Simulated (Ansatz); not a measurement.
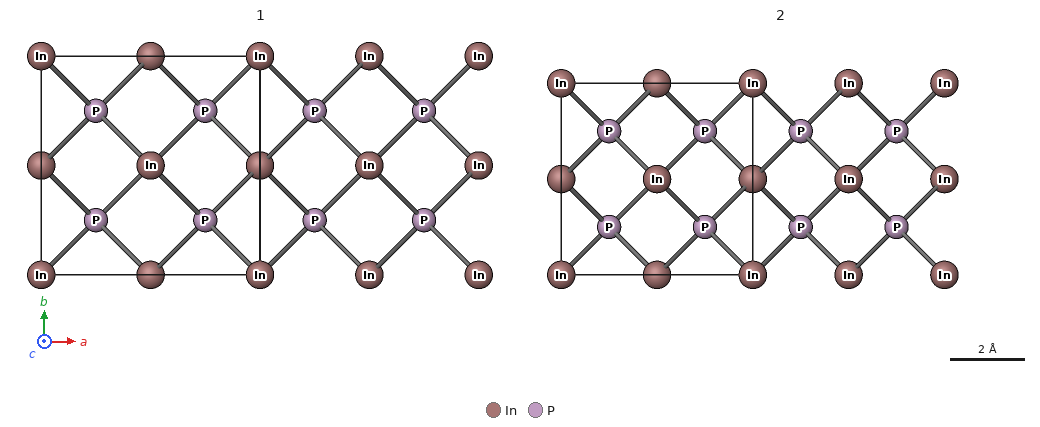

Two geometries of a crystal of InP (a generated structure, set up in F-43m) (coarse preliminary run), drawn at one scale. One is the start of a relaxation, the other its converged end. Style: ball-and-stick. Shown: the conventional cell (4 times the calculation's cell), repeated 2 × 1 × 1 with one cell outlined, along the c axis. Lengths and directions refer to the drawn axes.

All numbers below come from DFT PBE, scalar-relativistic, plane waves, PAW (Ansatz 0.2.0). Set-up: plane-wave cutoff 420 eV; k-point mesh 6 × 6 × 6; occupations gaussian; smearing width 0.1 eV; no spin polarisation; cell and atoms relaxed; force threshold 0.05 eV/Å; at most 60 steps.

Which of the two is the end point?

Structure 1 is the relaxed one. Case: Al → In, N → P on all its sites, cell and atoms relaxed. The atoms keep their places relative to the cell (all moves are under 0.005 Å). The volume changes by +48.8 %, with a = b = c 5.215 → 5.954 Å (+14.2 %). Near-neighbour distances that change, for instance: In–P 2.258 → 2.578 Å. The space group stays F-43m (No. 216). Over 5 accepted moves (7 points after the start) the energy falls by 1117 meV per atom. All forces vanish by symmetry, so only the cell relaxes. Pressure: 58.92 GPa at the start and 0.14 GPa at the end. The SCF was repeated twice at an unchanged geometry on a basis and grid sized afresh for the cell, which shifted the energy by 15.4 meV per atom at most. Cost: 12 s on 1 thread of Intel(R) Xeon(R) Platinum 8375C CPU @ 2.90GHz (Ice Lake), with other jobs on the host, peak memory 0.37 GiB.
